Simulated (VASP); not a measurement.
**Geometry relaxation, with input and output: KI**

System: KI (2 atoms in the cell).
Method: Kohn-Sham DFT of a periodic cell, RPBE, VASP PAW PBE potentials, recommended, no spin polarisation (VASP 6.6.1).

The structure derives from an entry of the Crystallography Open Database.

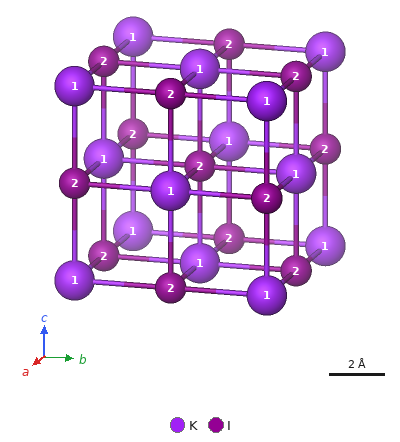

Figure 1. The input geometry (ball-and-stick view of the cell 4 times as large as that of the calculation, set on its symmetry axes, seen slightly off an axis; atoms are numbered from 1 in the order of the input).

INCAR
```
SYSTEM = KI
PREC = Accurate ; ENCUT = 600
EDIFF = 1E-7 ; ISMEAR = 0
SIGMA = 0.03 ; LREAL = .FALSE.
LASPH = .TRUE. ; NELM = 80
ALGO = Normal ; ISIF = 3
LWAVE = .FALSE. ; LCHARG = .FALSE.
GGA = RP ; IBRION = 2
NSW = 90 ; EDIFFG = -0.005
```

KPOINTS
```
regular mesh
0
G
  8 8 8
  0 0 0
```

POSCAR
```
KI                                      
1.0
    0.0000000000      3.7130979993      3.7130979993
    3.7130979993      0.0000000000      3.7130979993
    3.7130979993      3.7130979993     -0.0000000000
  K               I             
     1     1
Direct
     1.0000000000000000    0.0000000000000000    0.0000000000000000
     0.5000000000000000    0.5000000000000000    0.5000000000000000
```

Run on 1 thread of Intel Xeon (Sapphire Rapids), 64 GiB of memory available, shared host.

Command:
```bash
cat potpaw_PBE.64/K_sv/POTCAR potpaw_PBE.64/I/POTCAR > POTCAR
mpirun -np 1 vasp_std > vasp.out
```

OSZICAR
```
N       E                     dE             d eps       ncg     rms          rms(c)
DAV:   1     0.100515858911E+03    0.10052E+03   -0.68634E+03   696   0.124E+03
DAV:   2     0.187549547211E+01   -0.98640E+02   -0.92835E+02   828   0.252E+02
DAV:   3    -0.493575800453E+01   -0.68113E+01   -0.67806E+01   896   0.624E+01
DAV:   4    -0.536203481741E+01   -0.42628E+00   -0.42575E+00  1344   0.127E+01
DAV:   5    -0.536334082639E+01   -0.13060E-02   -0.13060E-02   900   0.778E-01    0.235E+00
DAV:   6    -0.525384658739E+01    0.10949E+00   -0.16766E-01   860   0.227E+00    0.177E+00
DAV:   7    -0.525428126875E+01   -0.43468E-03   -0.18621E-01   884   0.239E+00    0.862E-01
DAV:   8    -0.526928395426E+01   -0.15003E-01   -0.24599E-02   788   0.121E+00    0.117E-01
DAV:   9    -0.527047372200E+01   -0.11898E-02   -0.23453E-03   916   0.309E-01    0.721E-02
DAV:  10    -0.527094496303E+01   -0.47124E-03   -0.61584E-04   812   0.185E-01    0.288E-02
DAV:  11    -0.527101182539E+01   -0.66862E-04   -0.91575E-05   912   0.754E-02    0.171E-02
DAV:  12    -0.527102403040E+01   -0.12205E-04   -0.18227E-05   824   0.357E-02    0.971E-03
DAV:  13    -0.527102622422E+01   -0.21938E-05   -0.43325E-06   892   0.170E-02    0.259E-03
DAV:  14    -0.527102639093E+01   -0.16671E-06   -0.22795E-07   884   0.369E-03    0.483E-04
DAV:  15    -0.527102647705E+01   -0.86124E-07   -0.10089E-07   820   0.245E-03
   1 F= -.52710265E+01 E0= -.52710265E+01  d E =-.527103E+01
       N       E                     dE             d eps       ncg     rms          rms(c)
DAV:   1    -0.527112034119E+01   -0.93950E-04   -0.18769E-03   784   0.398E-01    0.565E-02
DAV:   2    -0.527105768720E+01    0.62654E-04   -0.14792E-04   948   0.108E-01    0.234E-02
DAV:   3    -0.527103845096E+01    0.19236E-04   -0.61903E-05  1244   0.598E-02    0.169E-02
DAV:   4    -0.527103764374E+01    0.80722E-06   -0.98608E-07  1052   0.876E-03    0.743E-03
DAV:   5    -0.527103632490E+01    0.13188E-05   -0.20581E-06  1284   0.797E-03    0.130E-03
DAV:   6    -0.527103630015E+01    0.24758E-07   -0.17611E-08   528   0.134E-03
   2 F= -.52710363E+01 E0= -.52710363E+01  d E =-.982310E-05
```

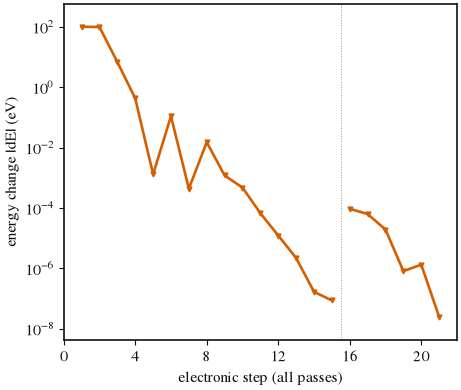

Figure 2. Convergence of the self-consistent field: energy change |dE| against the electronic step. Each stretch between dotted lines is the SCF of one geometry step of a relaxation. The 2 ionic steps take 6 to 15 electronic steps each. The density is held fixed in the first few steps, and dE rises again when its update begins.

Parts of OUTCAR
```
SYSTEM = KI
   PREC = Accurate
   ENCUT = 600
   EDIFF = 1E-7
   ISMEAR = 0
   LREAL = .FALSE.
   LASPH = .TRUE.
   NELM = 80
   ISIF = 3
   GGA = RP
   IBRION = 2
   NSW = 90
   EDIFFG = -0.005

 ion  position               nearest neighbor table
   1  0.000  0.000  0.000-
   2  0.500  0.500  0.500-

  LATTYP: Found a face centered cubic cell.
 ALAT       =     7.4261959986

  Lattice vectors:

 A1 = (   0.0000000000,   3.7130979993,   3.7130979993)
 A2 = (   3.7130979993,   0.0000000000,   3.7130979993)
 A3 = (   3.7130979993,   3.7130979993,   0.0000000000)

Analysis of symmetry for initial positions (statically):
=====================================================================
 Subroutine PRICEL returns:
 Original cell was already a primitive cell.

 Routine SETGRP: Setting up the symmetry group for a
 face centered cubic supercell.

 Subroutine GETGRP returns: Found 48 space group operations
 (whereof 48 operations were pure point group operations)
 out of a pool of 48 trial point group operations.

The static configuration has the point symmetry O_h .

Analysis of symmetry for dynamics (positions and initial velocities):
=====================================================================
 Subroutine PRICEL returns:
 Original cell was already a primitive cell.

 Routine SETGRP: Setting up the symmetry group for a
 face centered cubic supercell.

 Subroutine GETGRP returns: Found 48 space group operations
 (whereof 48 operations were pure point group operations)
 out of a pool of 48 trial point group operations.

The dynamic configuration has the point symmetry O_h .

 Subroutine INISYM returns: Found 48 space group operations
 (whereof 48 operations are pure point group operations),
 and found     1 'primitive' translations

----------------------------------------------------------------------------------------

                                     Primitive cell

  volume of cell :     102.3857

  direct lattice vectors                    reciprocal lattice vectors
     0.000000000  3.713097999  3.713097999    -0.134658444  0.134658444  0.134658444
     3.713097999  0.000000000  3.713097999     0.134658444 -0.134658444  0.134658444
     3.713097999  3.713097999  0.000000000     0.134658444  0.134658444 -0.134658444

  length of vectors
     5.251113549  5.251113549  5.251113549     0.233235267  0.233235267  0.233235267

  position of ions in fractional coordinates (direct lattice)
     0.000000000  0.000000000  0.000000000
     0.500000000  0.500000000  0.500000000

  ion indices of the primitive-cell ions
   primitive index   ion index
                 1           1
                 2           2

----------------------------------------------------------------------------------------

 KPOINTS: regular mesh

Automatic generation of k-mesh.
 Grid dimensions read from file:
 generate k-points for:    8    8    8

 Generating k-lattice:

  Cartesian coordinates                     Fractional coordinates (reciprocal lattice)
    -0.016832306  0.016832306  0.016832306     0.125000000  0.000000000  0.000000000
     0.016832306 -0.016832306  0.016832306     0.000000000  0.125000000  0.000000000
     0.016832306  0.016832306 -0.016832306     0.000000000  0.000000000  0.125000000

  Length of vectors
     0.029154408  0.029154408  0.029154408

  Shift w.r.t. Gamma in fractional coordinates (k-lattice)
     0.000000000  0.000000000  0.000000000

 Subroutine IBZKPT returns following result:
 ===========================================

 Found     29 irreducible k-points:

 Following reciprocal coordinates:
            Coordinates               Weight
  0.000000  0.000000  0.000000      1.000000
  0.125000  0.000000  0.000000      8.000000
  0.250000  0.000000  0.000000      8.000000
  0.375000  0.000000  0.000000      8.000000
  0.500000  0.000000  0.000000      4.000000
  0.125000  0.125000  0.000000      6.000000
  0.250000  0.125000  0.000000     24.000000
  0.375000  0.125000  0.000000     24.000000
  0.500000  0.125000  0.000000     24.000000
 -0.375000  0.125000  0.000000     24.000000
 -0.250000  0.125000  0.000000     24.000000
 -0.125000  0.125000  0.000000     12.000000
  0.250000  0.250000  0.000000      6.000000
  0.375000  0.250000  0.000000     24.000000
  0.500000  0.250000  0.000000     24.000000
 -0.375000  0.250000  0.000000     24.000000
 -0.250000  0.250000  0.000000     12.000000
  0.375000  0.375000  0.000000      6.000000
  0.500000  0.375000  0.000000     24.000000
 -0.375000  0.375000  0.000000     12.000000
  0.500000  0.500000  0.000000      3.000000
  0.375000  0.250000  0.125000     24.000000
  0.500000  0.250000  0.125000     48.000000
 -0.375000  0.250000  0.125000     24.000000
 [... further k-points ...]
   k-points           NKPTS =     29   k-points in BZ     NKDIM =     29   number of bands    NBANDS=     12
   number of dos      NEDOS =    301   number of ions     NIONS =      2
   total plane-waves  NPLWV =  74088
   dimension x,y,z NGX =    42 NGY =   42 NGZ =   42
   dimension x,y,z NGXF=    84 NGYF=   84 NGZF=   84
   ions per type =               1   1
   NGX,Y,Z   is equivalent  to a cutoff of  13.30, 13.30, 13.30 a.u.
   NGXF,Y,Z  is equivalent  to a cutoff of  26.59, 26.59, 26.59 a.u.
 SYSTEM =  KI
   PREC   = accura    normal or accurate (medium, high low for compatibility)
   ISTART =      0    job   : 0-new  1-cont  2-samecut
   ICHARG =      2    charge: 1-file 2-atom 10-const
   ISPIN  =      1    spin polarized calculation?
   LNONCOLLINEAR =      F non collinear calculations
   LSORBIT =      F    spin-orbit coupling
   LASPH  =      T    aspherical Exc in radial PAW
   ENCUT  =  600.0 eV  44.10 Ry    6.64 a.u.  10.49 10.49 10.49*2*pi/ulx,y,z
   NELM   =     80;   NELMIN=  2; NELMDL= -5     # of ELM steps
   EDIFF  = 0.1E-06   stopping-criterion for ELM
   LREAL  =      F    real-space projection
   EDIFFG = -.5E-02   stopping-criterion for IOM
   NSW    =     90    number of steps for IOM
   IBRION =      2    ionic relax: 0-MD 1-quasi-New 2-CG
   NFREE  =      1    steps in history (QN), initial steepest desc. (CG)
   ISIF   =      3    stress and relaxation
   ISYM   =      2    0-nonsym 1-usesym 2-fastsym
   POTIM  = 0.5000    time-step for ionic-motion
   TEBEG  =    0.0;   TEEND  =   0.0 temperature during run
   PSTRESS=    0.0 pullay stress
   NELECT =      16.0000    total number of electrons
   NUPDOWN=      -1.0000    fix difference up-down
   EMIN   =  10.00;   EMAX   =-10.00  energy-range for DOS
   EFERMI =   0.00;   METHOD = LEGACY
   ISMEAR =     0;   SIGMA  =   0.03  broadening in eV -4-tet -1-fermi 0-gaus
   EFERMI_NEDOS =   21; number of points for ismear=-14 and -15
   IALGO  =     38    algorithm
   IMIX   =      4    mixing-type and parameters
     AMIX     =   0.40;   BMIX     =  1.00
     AMIX_MAG =   1.60;   BMIX_MAG =  1.00
  volume/ion in A,a.u.               =      51.19       345.47
  Fermi-wavevector in a.u.,A,eV,Ry     =   0.881797  1.666354 10.579417  0.777565
  Thomas-Fermi vector in A             =   2.002341
   LORBIT       =      0    0 simple, 1 ext, 2 COOP (PROOUT), +10 PAW based schemes
   GGA     = RP    functional components
   LHFCALC =     F    Hartree Fock is set to
   AEXX    =    0.0000 exact exchange contribution
   IVDW    =     0    specifies the selected vdW correction
   LEPSILON=     F    determine dielectric tensor
   LRPA    =     F    only Hartree local field effects (RPA)
 conjugate gradient relaxation of ions
 non-spin polarized calculation
 Gauss-broadening in eV      SIGMA  =   0.03
  energy-cutoff  :      600.00
  volume of cell :      102.39
 maximum number of plane-waves:      3479
 NGX is ok and might be reduce to    42
   NGX = 21   NGY = 21   NGZ = 21

--------------------------------------- Ionic step        1  -------------------------------------------

 number of electron      15.9999999 magnetization

 Free energy of the ion-electron system (eV)
  ---------------------------------------------------
  ext. energy  EPLUGINS =         0.00000000
  ---------------------------------------------------
  free energy    TOTEN  =        -5.27102648 eV

  energy without entropy =       -5.27102648  energy(sigma->0) =       -5.27102648

------------------------ aborting loop because EDIFF is reached ----------------------------------------

  FORCE on cell =-STRESS in cart. coord.  units (eV):
  Direction    XX          YY          ZZ          XY          YZ          ZX
  --------------------------------------------------------------------------------------
  -------------------------------------------------------------------------------------
  Total        0.0130493      0.0130493      0.0130493      0.0000000      0.0000000     -0.0000000
  in kB        0.2042009      0.2042009      0.2042009      0.0000000      0.0000000     -0.0000000
  external PRESSURE =       0.2042009 kB  Pullay stress =       0.0000000 kB

 VOLUME and BASIS-vectors are now :
 -----------------------------------------------------------------------------
  energy-cutoff  :      600.00
  volume of cell :      102.39
      direct lattice vectors                 reciprocal lattice vectors
     0.000000000  3.713097999  3.713097999    -0.134658444  0.134658444  0.134658444
     3.713097999  0.000000000  3.713097999     0.134658444 -0.134658444  0.134658444
     3.713097999  3.713097999  0.000000000     0.134658444  0.134658444 -0.134658444

 POSITION                                       TOTAL-FORCE (eV/Angst)
 -----------------------------------------------------------------------------------
      0.00000      0.00000      0.00000         0.000000     -0.000000     -0.000000
      3.71310      3.71310      3.71310        -0.000000      0.000000      0.000000
 -----------------------------------------------------------------------------------
    total drift:                               -0.000000     -0.000000     -0.000000

  FREE ENERGIE OF THE ION-ELECTRON SYSTEM (eV)
  ---------------------------------------------------
  free  energy   TOTEN  =        -5.2710264771 eV

  energy  without entropy=       -5.2710264771  energy(sigma->0) =       -5.27102648

--------------------------------------- Ionic step        2  -------------------------------------------

 number of electron      15.9999999 magnetization

 Free energy of the ion-electron system (eV)
  ---------------------------------------------------
  ext. energy  EPLUGINS =         0.00000000
  ---------------------------------------------------
  free energy    TOTEN  =        -5.27103630 eV

  energy without entropy =       -5.27103630  energy(sigma->0) =       -5.27103630

 E-fermi :  -0.8604     XC(G=0):  -6.2970     alpha+bet : -5.9124

 val. band max:       -0.9929461582   @ k =   0.0000   0.0000   0.0000
 cond. band min:       2.9486486857   @ k =   0.0000   0.0000   0.0000
 fundamental gap:      3.9415948440
 Fermi energy:        -0.8603942086

 k-point     1 :       0.0000    0.0000    0.0000
  band No.  band energies     occupation
      1     -29.9139      2.00000
      2     -13.3411      2.00000
      3     -13.3411      2.00000
      4     -13.3411      2.00000
      5     -11.2549      2.00000
      6      -0.9929      2.00000
      7      -0.9929      2.00000
      8      -0.9929      2.00000
      9       2.9486      0.00000
     10       5.6889      0.00000
     11       5.6889      0.00000
     12       5.6889      0.00000

 k-point     2 :       0.1250    0.0000    0.0000
  band No.  band energies     occupation
      1     -29.9138      2.00000
      2     -13.3493      2.00000
      3     -13.3414      2.00000
      4     -13.3414      2.00000
      5     -11.2358      2.00000
      6      -1.1720      2.00000
      7      -1.0274      2.00000
      8      -1.0274      2.00000
      9       3.2626      0.00000
     10       5.6192      0.00000
     11       5.8324      0.00000
     12       5.8324      0.00000

 k-point     3 :       0.2500    0.0000    0.0000
  band No.  band energies     occupation
      1     -29.9136      2.00000
      2     -13.3684      2.00000
      3     -13.3419      2.00000
      4     -13.3419      2.00000
      5     -11.1898      2.00000
      6      -1.5364      2.00000
      7      -1.1075      2.00000
      8      -1.1075      2.00000
      9       3.9452      0.00000
     10       5.6438      0.00000
     11       6.2030      0.00000
     12       6.2030      0.00000

 k-point     4 :       0.3750    0.0000    0.0000
  band No.  band energies     occupation
      1     -29.9133      2.00000
      2     -13.3869      2.00000
      3     -13.3424      2.00000
      4     -13.3424      2.00000
      5     -11.1440      2.00000
      6      -1.8401      2.00000
      7      -1.1838      2.00000
      8      -1.1838      2.00000
      9       4.4673      0.00000
     10       6.0693      0.00000
     11       6.6809      0.00000
     12       6.6809      0.00000

 k-point     5 :       0.5000    0.0000    0.0000
  band No.  band energies     occupation
      1     -29.9132      2.00000
      2     -13.3944      2.00000
      3     -13.3426      2.00000
      4     -13.3426      2.00000
      5     -11.1250      2.00000
      6      -1.9537      2.00000
      7      -1.2144      2.00000
      8      -1.2144      2.00000
      9       4.6203      0.00000
     10       6.4355      0.00000
     11       7.0050      0.00000
     12       7.0050      0.00000

 [... the levels of 18 k-points are left out ...]

 k-point    24 :      -0.3750    0.2500    0.1250
  band No.  band energies     occupation
      1     -29.9130      2.00000
      2     -13.3807      2.00000
      3     -13.3492      2.00000
      4     -13.3453      2.00000
      5     -11.1353      2.00000
      6      -1.7979      2.00000
      7      -1.3793      2.00000
      8      -1.2593      2.00000
      9       5.0985      0.00000
     10       5.9096      0.00000
     11       6.0342      0.00000
     12       7.1100      0.00000

 [... further k-points ...]

------------------------ aborting loop because EDIFF is reached ----------------------------------------

  FORCE on cell =-STRESS in cart. coord.  units (eV):
  Direction    XX          YY          ZZ          XY          YZ          ZX
  --------------------------------------------------------------------------------------
  -------------------------------------------------------------------------------------
  Total        0.0073990      0.0073990      0.0073990      0.0000000      0.0000000      0.0000000
  in kB        0.1156730      0.1156730      0.1156730      0.0000000      0.0000000      0.0000000
  external PRESSURE =       0.1156730 kB  Pullay stress =       0.0000000 kB

 VOLUME and BASIS-vectors are now :
 -----------------------------------------------------------------------------
  energy-cutoff  :      600.00
  volume of cell :      102.48
      direct lattice vectors                 reciprocal lattice vectors
    -0.000000000  3.714266756  3.714266756    -0.134616072  0.134616072  0.134616072
     3.714266756  0.000000000  3.714266756     0.134616072 -0.134616072  0.134616072
     3.714266756  3.714266756  0.000000000     0.134616072  0.134616072 -0.134616072

 POSITION                                       TOTAL-FORCE (eV/Angst)
 -----------------------------------------------------------------------------------
     -0.00000      3.71427      3.71427        -0.000000      0.000000      0.000000
      3.71427      3.71427      3.71427         0.000000     -0.000000     -0.000000
 -----------------------------------------------------------------------------------
    total drift:                               -0.000000     -0.000000     -0.000000

  FREE ENERGIE OF THE ION-ELECTRON SYSTEM (eV)
  ---------------------------------------------------
  free  energy   TOTEN  =        -5.2710363001 eV

  energy  without entropy=       -5.2710363001  energy(sigma->0) =       -5.27103630

 reached required accuracy - stopping structural energy minimisation
```

CONTCAR
```
KI
   1.00000000000000
    -0.0000000000000000    3.7142667556509967    3.7142667556509967
     3.7142667556509967    0.0000000000000000    3.7142667556509967
     3.7142667556509967    3.7142667556509967    0.0000000000000000
  K               I
     1     1
Direct
     1.0000000000000000    0.0000000000000000    0.0000000000000000
     0.5000000000000000    0.5000000000000000    0.5000000000000000

  0.00000000E+00  0.00000000E+00  0.00000000E+00
  0.00000000E+00  0.00000000E+00  0.00000000E+00
```

Trajectory as extended XYZ (Å, eV, eV/Å), 2 frames, from step=0 to step=1
```
2
Lattice="0.0000 3.7131 3.7131 3.7131 0.0000 3.7131 3.7131 3.7131 0.0000" Properties=species:S:1:pos:R:3:forces:R:3 step=0 energy=-5.27103
K     0.0000    0.0000    0.0000    0.0000   0.0000   0.0000
I     3.7131    3.7131    3.7131    0.0000   0.0000   0.0000
2
Lattice="-0.0000 3.7143 3.7143 3.7143 0.0000 3.7143 3.7143 3.7143 0.0000" Properties=species:S:1:pos:R:3:forces:R:3 step=1 energy=-5.27104
K     0.0000    3.7143    3.7143    0.0000   0.0000   0.0000
I     3.7143    3.7143    3.7143    0.0000   0.0000   0.0000
```

Results in brief

| quantity | value |
| --- | --- |
| outcome | converged |
| space group (tolerance 0.01 Å) | Fm-3m (225) |
| electrons treated | 16 |
| free energy | −5.2710 eV |
| Fermi energy | −0.860 eV |
| gap on the k-point mesh | 3.94 eV |
| pressure | 0.01 GPa |
| final volume | 102.48 Å³ |
| largest force (length of the vector) at the end | under 0.001 eV/Å |
| final cell | a = 5.253 Å, b = 5.253 Å, c = 5.253 Å, α = 60.00°, β = 60.00°, γ = 60.00° |
| wall time | 49 s |
| peak memory | 0.29 GiB |
